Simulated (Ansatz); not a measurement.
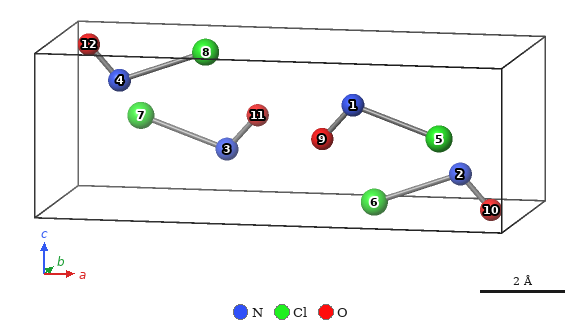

Crystalline NClO (built on the database type) (coarse preliminary run), before the relaxation. Style: ball-and-stick. Shown: the cell of the calculation, slightly off an axis.

Case: structure listed in a database for this formula (Pnma, No. 62).

The calculation used Ansatz 0.2.0, DFT r2SCAN, scalar-relativistic, plane waves, PAW.

The input:
```yaml
crystal:
  lattice:
    - [11.39110384, 0.0, 0.0]
    - [0.0, 5.0600768, 0.0]
    - [0.0, 0.0, 3.97210147]
  atoms:
    - { symbol: "N", position: [0.65824325, 0.25, 0.69732201] }
    - { symbol: "N", position: [0.84175675, 0.75, 0.19732201] }
    - { symbol: "N", position: [0.34175675, 0.75, 0.30267799] }
    - { symbol: "N", position: [0.15824325, 0.25, 0.80267799] }
    - { symbol: Cl, position: [0.84266551, 0.25, 0.50930928] }
    - { symbol: Cl, position: [0.65733449, 0.75, 0.00930928] }
    - { symbol: Cl, position: [0.15733449, 0.75, 0.49069072] }
    - { symbol: Cl, position: [0.34266551, 0.25, 0.99069072] }
    - { symbol: O, position: [0.59252618, 0.25, 0.48523459] }
    - { symbol: O, position: [0.90747382, 0.75, 0.98523459] }
    - { symbol: O, position: [0.40747382, 0.75, 0.51476541] }
    - { symbol: O, position: [0.09252618, 0.25, 0.01476541] }
basis:
  ecutwfc: 500
kpoints:
  mp_grid: { grid: [2, 4, 4] }
hamiltonian:
  xc: r2scan
scf:
  occupations: { method: gaussian, width: 0.1 }
  lower_state_search: "off"
output:
  forces: true
  stress: true
  eigenvalues: true
relax:
  adjacent_minimum: "off"
  f_tol: 0.04
  max_steps: 70
  cell: { stress_tol: 0.4 }
```

Command:
```bash
ansatz run input.yaml --threads 1 --pin off --max-ram 2560MiB --backend cpu --events-out ev --progress --plain --runs-dir out
```

Q: Where does the relaxation end?

A: Over 3 accepted moves (4 points after the start) the energy falls by 93.4 meV per cell of the calculation. Largest force component: 1.5 eV/Å at the start, 0.013 eV/Å at the end. Pressure: −1.90 GPa at the start and −0.07 GPa at the end. The SCF was repeated once at an unchanged geometry on a basis and grid sized afresh for the cell, which shifted the energy by 1.3 meV per cell of the calculation at most. The largest moves relative to the cell, 0.084 Å, are those of Cl5, Cl6, Cl7 and Cl8. Cl8 goes along [1 0 −3]. By element the largest moves are Cl 0.084 Å, O 0.049 Å, N 0.028 Å. Cell: a 11.391 → 11.359 Å (−0.3 %), b 5.060 → 5.086 Å (+0.5 %), c 3.972 → 4.017 Å (+1.1 %). Volume +1.4 %. Some distances before and after: N1–Cl5 2.230 → 2.271 Å, N1–O9 1.127 → 1.105 Å. The space group stays Pnma (No. 62).

After the run, drawn alike:

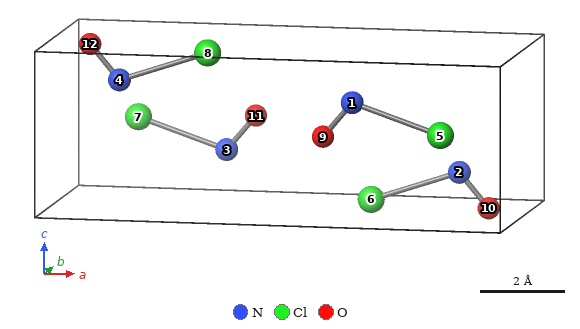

Limits of the set-up: layers or molecules are held without a dispersion correction, so their spacing is unreliable.
